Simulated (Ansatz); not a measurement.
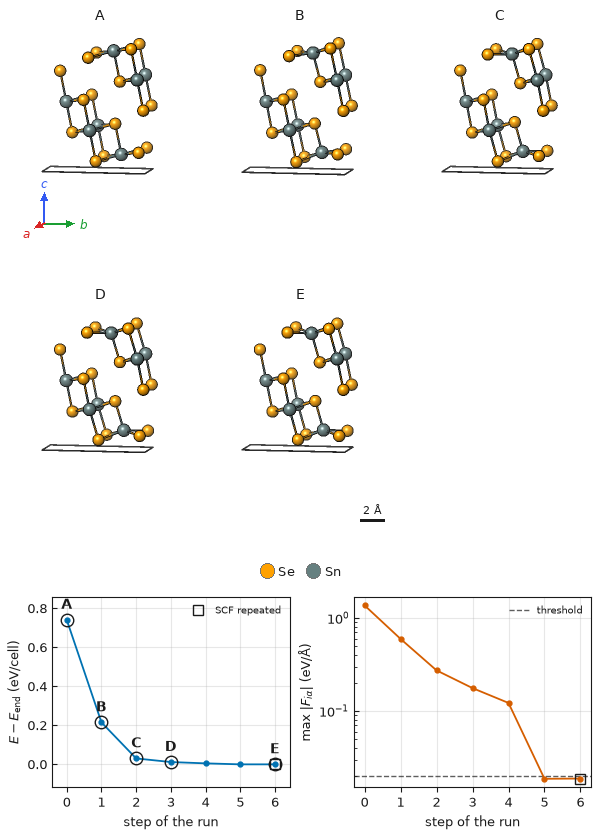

Frames of a relaxation of a slab of composition SnSe$_{2}$ (cut from the P-3m1 phase), marked on the history of the run. Style: ball-and-stick. Shown: the cell of the calculation, outlined in the plane, without the vacuum, slightly off an axis.

Case: (0 1 2) slab, atoms relaxed. The slab is the (0 1 2) face of SnSe2.

Theory: DFT PBEsol, scalar-relativistic, plane waves, PAW in Ansatz 0.2.0. Settings: plane-wave cutoff 420 eV; k-point mesh 9 × 4 × 1; occupations gaussian; smearing width 0.05 eV; no spin polarisation; dipole correction; atoms relaxed in a fixed cell; force threshold 0.02 eV/Å; at most 60 steps.

Question: Describe the path.

Answer: The largest moves relative to the layer's centre, 0.36 Å, are those of Se atoms. By element the largest moves are Se 0.36 Å, Sn 0.36 Å. The cell doesn't change. Some distances before and after: Se–Sn 2.716 → 2.603 Å, Se–Sn 2.716 → 2.763 Å, Se–Sn 2.716 → 2.743 Å, Se–Sn 2.716 → 2.702 Å. Among the angles between lasting bonds that change: Se–Sn–Se 180.0° → 160.5°, Se–Sn–Se 89.3° → 106.2°, Se–Sn–Se 89.3° → 94.4°. After 5 accepted moves (6 points after the start) the energy has fallen by 0.741 eV per cell of the calculation. Largest force component: 1.4 eV/Å at the start, 0.019 eV/Å at the end. 1 step only repeated the SCF at the same geometry. The run may lie on a higher electronic state than the lowest, so the end point isn't shown to be the ground-state structure. From step 0 to 1: Sn atoms move most (0.19 Å), energy −0.526 eV per cell of the calculation. From step 1 to 2: Se atoms move most (0.18 Å), energy −0.185 eV per cell of the calculation. From step 2 to 3: Se atoms move most (0.10 Å), energy −18.5 meV per cell of the calculation. From step 3 to 6: Se atoms move most (0.05 Å), energy −11.8 meV per cell of the calculation.

```
step  E − E(0), meV/atom  largest force component, eV/Å                         note
   0                0.00                         1.3669                             
   1              -35.05                         0.5966                             
   2              -47.38                         0.2738                             
   3              -48.61                         0.1766                             
   4              -49.06                         0.1223                             
   5              -49.40                         0.0187                             
   6              -49.40                         0.0188  same geometry, SCF repeated
```
